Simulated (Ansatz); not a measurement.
## Single-point calculation of MoS2 (part 2 of 3)

The same run, continued: MoS2 (R3m, 3 atoms in the cell); DFT PBE, scalar-relativistic, plane waves, PAW, spin-polarised (Ansatz 0.2.0); cutoff 420 eV, 7×7×7 k-mesh, Gaussian smearing of 0.05 eV, collinear spins. The structure derives from an entry of the Crystallography Open Database. It belongs to a series of runs on one base structure; here: random orbitals: random, high filling.

Geometry of the input (Å; fractional positions):
```
1.5815  0.9131  6.1233
-1.5815  0.9131  6.1233
0.0000  -1.8262  6.1233
Mo 0.0000  0.0000  0.0000
S  0.7484  0.7484  0.7484
S  0.5849  0.5849  0.5849
```

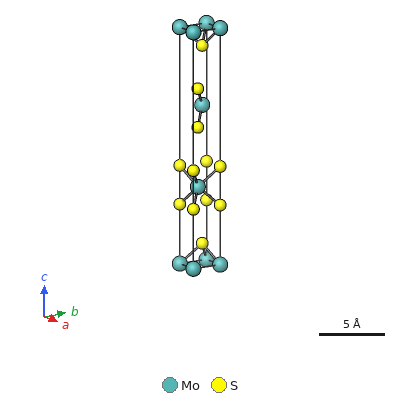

The structure (ball-and-stick view of the cell 3 times as large as that of the calculation, set on its symmetry axes, seen slightly off an axis).

What the program printed, continued:
```
SCF iter   1: F=—  HF=-6746.868829 eV  |F-HF|=—  |Δ(HF+E_count)|=         —  Δρ=9.66e-2 (↑9.66e-2 ↓6.75e-2)  dr2=2.55e1  dr2_m=5.76e-1  M=2.000 μB ∫|m|=2.014 μB  β_m=0.30  ethr=3.10e-3  ⟨swp⟩=6.1  Hψ=36283  notcnv=0
preconditioner: auto → none  [insulator: Δε(μ)=2.769 eV  Ē_g=13.197 eV  σ=0.050 eV  W_gap=1.00  n_scr=16 (ndim 8)  ℏωp=21.6 eV  f_vac=0.003  D(μ)=0.00/eV (n_scr^D=0)  ε∞_Penn≈3.7]
SCF iter   2: F=—  HF=-6739.701056 eV  |F-HF|=—  |Δ(HF+E_count)|=    7.17e0  Δρ=4.47e-2 (↑4.47e-2 ↓3.83e-2)  dr2=3.05e0  dr2_m=2.28e-1  M=2.000 μB ∫|m|=2.031 μB  β_m=0.30  ethr=3.10e-3  ⟨swp⟩=4.7  Hψ=19754  notcnv=0  defer=277
SCF iter   3: F=—  HF=-6739.025865 eV  |F-HF|=—  |Δ(HF+E_count)|=   6.75e-1  Δρ=2.88e-2 (↑2.88e-2 ↓2.37e-2)  dr2=6.04e-1  dr2_m=1.21e-1  M=2.000 μB ∫|m|=2.038 μB  β_m=0.30  ethr=3.10e-3  ⟨swp⟩=3.4  Hψ=13502  notcnv=0  defer=277
SCF iter   4: F=—  HF=-6738.960578 eV  |F-HF|=—  |Δ(HF+E_count)|=   6.53e-2  Δρ=1.53e-2 (↑1.49e-2 ↓1.53e-2)  dr2=1.31e-1  dr2_m=5.56e-2  M=2.000 μB ∫|m|=2.064 μB  β_m=1.00  ethr=2.32e-3  ⟨swp⟩=3.4  Hψ=12475  notcnv=0  defer=282
SCF iter   5: F=—  HF=-6739.067762 eV  |F-HF|=—  |Δ(HF+E_count)|=   1.07e-1  Δρ=9.83e-3 (↑9.83e-3 ↓6.71e-3)  dr2=3.26e-1  dr2_m=3.09e-3  M=2.000 μB ∫|m|=2.059 μB  β_m=0.30  ethr=5.05e-4  ⟨swp⟩=4.2  Hψ=14437  notcnv=0  defer=286
SCF iter   6: F=—  HF=-6738.999746 eV  |F-HF|=—  |Δ(HF+E_count)|=   6.80e-2  Δρ=1.51e-3 (↑1.51e-3 ↓1.31e-3)  dr2=3.37e-3  dr2_m=5.38e-4  M=2.000 μB ∫|m|=2.075 μB  β_m=1.00  ethr=5.05e-4  ⟨swp⟩=3.5  Hψ=12724  notcnv=0  defer=288
SCF iter   7: F=—  HF=-6739.000335 eV  |F-HF|=—  |Δ(HF+E_count)|=   5.89e-4  Δρ=4.62e-4 (↑4.62e-4 ↓3.62e-4)  dr2=1.53e-4  dr2_m=2.63e-5  M=2.000 μB ∫|m|=2.076 μB  β_m=0.30  ethr=1.29e-5  ⟨swp⟩=2.6  Hψ=11311  notcnv=0  defer=277
SCF iter   8: F=—  HF=-6739.000822 eV  |F-HF|=—  |Δ(HF+E_count)|=   4.87e-4  Δρ=3.19e-4 (↑2.55e-4 ↓3.19e-4)  dr2=2.66e-4  dr2_m=1.14e-5  M=2.000 μB ∫|m|=2.077 μB  β_m=1.00  ethr=5.89e-7  ⟨swp⟩=2.0  Hψ=10372  notcnv=0  defer=277
SCF iter   9: F=—  HF=-6739.000984 eV  |F-HF|=—  |Δ(HF+E_count)|=   1.62e-4  Δρ=6.92e-5 (↑6.92e-5 ↓6.54e-5)  dr2=3.68e-6  dr2_m=1.41e-6  M=2.000 μB ∫|m|=2.076 μB  β_m=0.30  ethr=5.89e-7  ⟨swp⟩=2.2  Hψ=9292  notcnv=0  defer=277
Mixer restart at iter 9: flushing history
spin-set hold released at iteration 9 (settled: charge residual and site-moment steps within their bounds): the magnetisation degrees of freedom join the quasi-Newton model from the next iteration; the mixer history was flushed
SCF iter  10: F=—  HF=-6739.001098 eV  |F-HF|=—  |Δ(HF+E_count)|=   1.14e-4  Δρ=5.87e-5 (↑4.24e-5 ↓5.87e-5)  dr2=7.91e-7  dr2_m=9.32e-7  M=2.000 μB ∫|m|=2.076 μB  β_m=0.64  ethr=1.42e-8  ⟨swp⟩=2.0  Hψ=10539  notcnv=0  defer=277
SCF iter  11: F=—  HF=-6739.001239 eV  |F-HF|=—  |Δ(HF+E_count)|=   1.41e-4  Δρ=1.57e-4 (↑1.57e-4 ↓1.00e-4)  dr2=1.34e-4  dr2_m=7.43e-7  M=2.000 μB ∫|m|=2.075 μB  β_m=0.42  ethr=3.04e-9  ⟨swp⟩=4.4  Hψ=16637  notcnv=0  defer=277
SCF iter  12: F=—  HF=-6739.001215 eV  |F-HF|=—  |Δ(HF+E_count)|=   2.44e-5  Δρ=2.14e-5 (↑2.14e-5 ↓2.10e-5)  dr2=2.51e-8  dr2_m=2.11e-7  M=2.000 μB ∫|m|=2.076 μB  β_m=0.61  ethr=3.04e-9  ⟨swp⟩=4.4  Hψ=15068  notcnv=0  defer=277
SCF iter  13: F=—  HF=-6739.001215 eV  |F-HF|=—  |Δ(HF+E_count)|=   1.66e-7  Δρ=1.11e-5 (↑1.11e-5 ↓9.83e-6)  dr2=3.50e-9  dr2_m=5.21e-8  M=2.000 μB ∫|m|=2.076 μB  β_m=0.61  ethr=9.63e-11  ⟨swp⟩=2.0  Hψ=10400  notcnv=0  defer=277
Mixer restart at iter 13: flushing history
SCF iter  14: F=—  HF=-6770.468428 eV  |F-HF|=—  |Δ(HF+E_count)|=         —  Δρ=1.42e-1 (↑9.92e-2 ↓1.42e-1)  dr2=7.00e1  dr2_m=8.54e-1  M=0.221 μB ∫|m|=0.750 μB  β_m=0.61  ethr=1.34e-11  ⟨swp⟩=10.6  Hψ=50983  notcnv=0  defer=213
SCF iter  15: F=—  HF=-6830.243687 eV  |F-HF|=—  |Δ(HF+E_count)|=    5.98e1  Δρ=2.12e-1 (↑2.12e-1 ↓1.67e-1)  dr2=3.03e2  dr2_m=4.42e-1  M=0.038 μB ∫|m|=0.085 μB  β_m=0.00  ethr=1.34e-11  ⟨swp⟩=15.5  Hψ=84747  notcnv=0  defer=242  recentre
SCF iter  16: F=—  HF=-6770.327622 eV  |F-HF|=—  |Δ(HF+E_count)|=    5.99e1  Δρ=1.41e-1 (↑9.84e-2 ↓1.41e-1)  dr2=6.88e1  dr2_m=8.51e-1  M=0.214 μB ∫|m|=0.754 μB  β_m=0.00  ethr=1.34e-11  ⟨swp⟩=11.6  Hψ=62932  notcnv=0  defer=265
SCF iter  17: F=—  HF=-6770.267777 eV  |F-HF|=—  |Δ(HF+E_count)|=   5.98e-2  Δρ=1.40e-1 (↑9.80e-2 ↓1.40e-1)  dr2=6.83e1  dr2_m=8.46e-1  M=0.210 μB ∫|m|=0.756 μB  β_m=0.00  ethr=1.34e-11  ⟨swp⟩=6.7  Hψ=32263  notcnv=0  defer=158
SCF iter  18: F=—  HF=-6770.165547 eV  |F-HF|=—  |Δ(HF+E_count)|=   1.02e-1  Δρ=1.39e-1 (↑9.74e-2 ↓1.39e-1)  dr2=6.75e1  dr2_m=8.49e-1  M=0.209 μB ∫|m|=0.760 μB  β_m=0.00  ethr=1.34e-11  ⟨swp⟩=6.8  Hψ=29411  notcnv=0  defer=158
SCF iter  19: F=—  HF=-6769.787152 eV  |F-HF|=—  |Δ(HF+E_count)|=   3.78e-1  Δρ=1.37e-1 (↑9.56e-2 ↓1.37e-1)  dr2=6.43e1  dr2_m=8.58e-1  M=0.209 μB ∫|m|=0.801 μB  β_m=0.00  ethr=1.34e-11  ⟨swp⟩=8.3  Hψ=31545  notcnv=0  defer=158
SCF iter  20: F=—  HF=-6768.860919 eV  |F-HF|=—  |Δ(HF+E_count)|=   9.26e-1  Δρ=1.30e-1 (↑9.10e-2 ↓1.30e-1)  dr2=5.60e1  dr2_m=8.21e-1  M=0.248 μB ∫|m|=0.844 μB  β_m=0.01  ethr=1.34e-11  ⟨swp⟩=8.7  Hψ=35269  notcnv=0  defer=158
SCF iter  21: F=—  HF=-6766.417704 eV  |F-HF|=—  |Δ(HF+E_count)|=    2.44e0  Δρ=1.11e-1 (↑7.88e-2 ↓1.11e-1)  dr2=3.54e1  dr2_m=7.86e-1  M=0.317 μB ∫|m|=0.938 μB  β_m=0.00  ethr=1.34e-11  ⟨swp⟩=9.4  Hψ=42633  notcnv=0  defer=201
SCF iter  22: F=—  HF=-6764.325661 eV  |F-HF|=—  |Δ(HF+E_count)|=    2.09e0  Δρ=8.95e-2 (↑6.06e-2 ↓8.95e-2)  dr2=1.75e1  dr2_m=8.11e-1  M=0.160 μB ∫|m|=0.945 μB  β_m=0.02  ethr=1.34e-11  ⟨swp⟩=9.5  Hψ=41867  notcnv=0  defer=230
SCF iter  23: F=—  HF=-6762.293270 eV  |F-HF|=—  |Δ(HF+E_count)|=    2.03e0  Δρ=5.88e-2 (↑5.51e-2 ↓5.88e-2)  dr2=2.07e0  dr2_m=1.05e0  M=0.000 μB ∫|m|=0.828 μB  β_m=0.21  ethr=1.34e-11  ⟨swp⟩=9.5  Hψ=43506  notcnv=0  defer=302
SCF iter  24: F=—  HF=-6762.110130 eV  |F-HF|=—  |Δ(HF+E_count)|=   1.83e-1  Δρ=4.94e-2 (↑4.94e-2 ↓3.50e-2)  dr2=3.38e-1  dr2_m=6.99e-1  M=0.000 μB ∫|m|=0.639 μB  β_m=0.34  ethr=1.34e-11  ⟨swp⟩=9.0  Hψ=41500  notcnv=0  defer=312
SCF iter  25: F=—  HF=-6762.432183 eV  |F-HF|=—  |Δ(HF+E_count)|=   3.22e-1  Δρ=2.82e-2 (↑2.82e-2 ↓2.50e-2)  dr2=9.32e-2  dr2_m=2.92e-1  M=0.000 μB ∫|m|=0.464 μB  β_m=0.49  ethr=1.34e-11  ⟨swp⟩=8.1  Hψ=37348  notcnv=0  defer=326
SCF iter  26: F=—  HF=-6762.664780 eV  |F-HF|=—  |Δ(HF+E_count)|=   2.33e-1  Δρ=8.42e-3 (↑6.14e-3 ↓8.42e-3)  dr2=1.54e-2  dr2_m=2.32e-2  M=0.000 μB ∫|m|=0.182 μB  β_m=0.75  ethr=1.34e-11  ⟨swp⟩=8.0  Hψ=36712  notcnv=0  defer=326
SCF iter  27: F=—  HF=-6762.684145 eV  |F-HF|=—  |Δ(HF+E_count)|=   1.94e-2  Δρ=2.55e-3 (↑2.55e-3 ↓1.31e-3)  dr2=4.10e-3  dr2_m=1.58e-3  M=0.000 μB ∫|m|=0.046 μB  β_m=0.77  ethr=1.34e-11  ⟨swp⟩=7.5  Hψ=33519  notcnv=0  defer=344
SCF iter  28: F=—  HF=-6762.684992 eV  |F-HF|=—  |Δ(HF+E_count)|=   8.47e-4  Δρ=7.04e-4 (↑7.04e-4 ↓4.50e-4)  dr2=3.30e-4  dr2_m=1.35e-4  M=0.000 μB ∫|m|=0.010 μB  β_m=0.87  ethr=1.34e-11  ⟨swp⟩=6.6  Hψ=27122  notcnv=0  defer=344
SCF iter  29: F=—  HF=-6762.685097 eV  |F-HF|=—  |Δ(HF+E_count)|=   1.05e-4  Δρ=1.85e-4 (↑1.85e-4 ↓1.71e-4)  dr2=4.91e-5  dr2_m=7.25e-6  M=0.000 μB ∫|m|=0.002 μB  β_m=0.81  ethr=1.34e-11  ⟨swp⟩=6.3  Hψ=24785  notcnv=0  defer=344
SCF iter  30: F=—  HF=-6762.685088 eV  |F-HF|=—  |Δ(HF+E_count)|=   9.20e-6  Δρ=4.39e-5 (↑3.28e-5 ↓4.39e-5)  dr2=1.71e-6  dr2_m=3.71e-7  M=0.000 μB ∫|m|=0.001 μB  β_m=0.75  ethr=1.34e-11  ⟨swp⟩=5.1  Hψ=21697  notcnv=0  defer=344
SCF iter  31: F=—  HF=-6762.685088 eV  |F-HF|=—  |Δ(HF+E_count)|=   2.00e-7  Δρ=1.98e-5 (↑1.98e-5 ↓1.51e-5)  dr2=1.56e-6  dr2_m=6.83e-8  M=0.000 μB ∫|m|=0.000 μB  β_m=0.63  ethr=1.34e-11  ⟨swp⟩=4.0  Hψ=17347  notcnv=0  defer=344
SCF iter  32: F=—  HF=-6762.685088 eV  |F-HF|=—  |Δ(HF+E_count)|=   1.30e-7  Δρ=1.02e-5 (↑8.69e-6 ↓1.02e-5)  dr2=3.69e-7  dr2_m=1.79e-8  M=0.000 μB ∫|m|=0.000 μB  β_m=0.55  ethr=1.34e-11  ⟨swp⟩=4.1  Hψ=16244  notcnv=0  defer=344
iter 33 did not close the SCF: its close was put off for a magnetic moment that had not settled (scf_convergence_deferred on its scf_iter line)
SCF iter  33: F=-6762.685088 eV  HF=-6762.685088 eV  |F-HF|=6.91e-9  |Δ(HF+E_count)|=   3.43e-8  Δρ=4.23e-6 (↑3.55e-6 ↓4.23e-6)  dr2=1.97e-8  dr2_m=5.85e-9  M=0.000 μB ∫|m|=0.000 μB  β_m=0.69  ethr=1.34e-11  ⟨swp⟩=13.8  Hψ=50653  notcnv=0
iter 34 did not close the SCF: its close was put off for a magnetic moment that had not settled (scf_convergence_deferred on its scf_iter line)
SCF iter  34: F=-6762.685088 eV  HF=-6762.685088 eV  |F-HF|=4.98e-9  |Δ(HF+E_count)|=   1.08e-8  Δρ=1.33e-6 (↑1.18e-6 ↓1.33e-6)  dr2=6.24e-9  dr2_m=4.18e-10  M=0.000 μB ∫|m|=0.000 μB  β_m=0.56  ethr=1.34e-11  ⟨swp⟩=5.5  Hψ=36323  notcnv=0
iter 35 did not close the SCF: its close was put off for a magnetic moment that had not settled (scf_convergence_deferred on its scf_iter line)
SCF iter  35: F=-6762.685088 eV  HF=-6762.685088 eV  |F-HF|=5.42e-9  |Δ(HF+E_count)|=  3.96e-10  Δρ=1.44e-6 (↑1.44e-6 ↓7.36e-7)  dr2=6.01e-9  dr2_m=1.58e-10  M=0.000 μB ∫|m|=0.000 μB  β_m=0.41  ethr=1.34e-11  ⟨swp⟩=5.4  Hψ=35365  notcnv=0
iter 36 did not close the SCF: its close was put off for a magnetic moment that had not settled (scf_convergence_deferred on its scf_iter line)
SCF iter  36: F=-6762.685088 eV  HF=-6762.685088 eV  |F-HF|=7.02e-10  |Δ(HF+E_count)|=  5.92e-10  Δρ=6.29e-7 (↑6.29e-7 ↓2.98e-7)  dr2=8.28e-10  dr2_m=5.47e-11  M=0.000 μB ∫|m|=0.000 μB  β_m=0.63  ethr=1.34e-11  ⟨swp⟩=6.0  Hψ=31883  notcnv=0
SCF iter  37: F=-6762.685088 eV  HF=-6762.685088 eV  |F-HF|=3.55e-11  |Δ(HF+E_count)|=  2.00e-11  Δρ=1.52e-7 (↑1.52e-7 ↓7.24e-8)  dr2=4.26e-11  dr2_m=3.64e-12  M=0.000 μB ∫|m|=0.000 μB  ethr=3.19e-12  ⟨swp⟩=5.3  Hψ=30580  notcnv=0
WARN: the starting moments were not kept: the SCF closed with an absolute magnetisation of 2.7e-6 μB, where they sum to 2 μB in size (1 site). That is at most 0.1 of that sum. Measured as dr2_m measures the in/out step, that magnetisation stands 8.5e-13 eV from none, at or under the dr2_threshold of 1.0e-7 eV: it is no larger than a step whose dr2_m would equal this threshold. The system may hold no moment; this SCF shows only that its start led to no more than that. To try another start: raise the starting moments (crystal.atoms[].spin, magnetization.per_species, magnetization.initial_magnetization, or on a non-collinear deck that types none of these the spinor_matrix: blocks that start its atoms; where the total moment is fixed, keep their sum and leave initial_magnetization as it is; typed ones take the place of any that the run laid by itself, positive ones on a crystal's lanthanoids without a Hubbard term where scf.initial_density.shell_occupations: [] is typed) or, if the notice of its spin-set hold's release reads "site moments contracting" or "site moments show no strong build", lengthen the hold (scf.mixing.spin_hold: { on: { confirm: 4 } }; for m-r²SCAN on two components see the key's manual first). Each may lead to a state that holds a moment. A second SCF, from the converged charge density, with the starting moments and any scf.initial_density.shell_occupations laid on it anew, would have followed, and was not run: the deck does not ask for one (magnetization.retry_lost_moments is false, the default). To let it run, set magnetization.retry_lost_moments: true and run the deck again, where that key's refused combinations let it; where memory then withholds it, that run's warning says so.
WARN: hamiltonian.hubbard: on 2 of 2 specified blocks the occupation matrix of this SCF's result fails the test of the specified filling. At site 0 ↑ (sites count from 0 in the list of atoms of the cell that this SCF solves) the least filled combination of the orbitals specified full has occupation 0.487, and the fullest combination of the orbitals specified empty has occupation 0.578; the filling counts as kept where the first is at least 0.75 and exceeds the second by more than 0.25. The same holds at site 0 ↓. The state of this SCF's result may not hold the specified filling, though these bounds can also misjudge a state that does. This warning does not say which state is lower in energy, or whether the specified filling is a self-consistent state at all; see hamiltonian.hubbard.sites[].starting_ns, Limitations, and scf.initial_density.shell_occupations in the input reference
SCF 1 converged in 37 iterations: F = -6762.685088 eV  dr2 = 4.26e-11
  greatest PAW one-centre occupation: 0.998 electrons in one spin orbital (limit 2), on the Mo atom at site 0 (counted from 0), in its partial waves of l = 0
SCF converged after 37 iterations
Magnetization: 0.0000 μB (13.0000 up, 13.0000 down)
Absolute magnetization: 0.0000 μB (∫|ρ↑−ρ↓|, with the PAW one-centre terms)
Spin contamination: 0.0000 ħ² per cell (⟨S²⟩ above its minimum at these occupations)
```
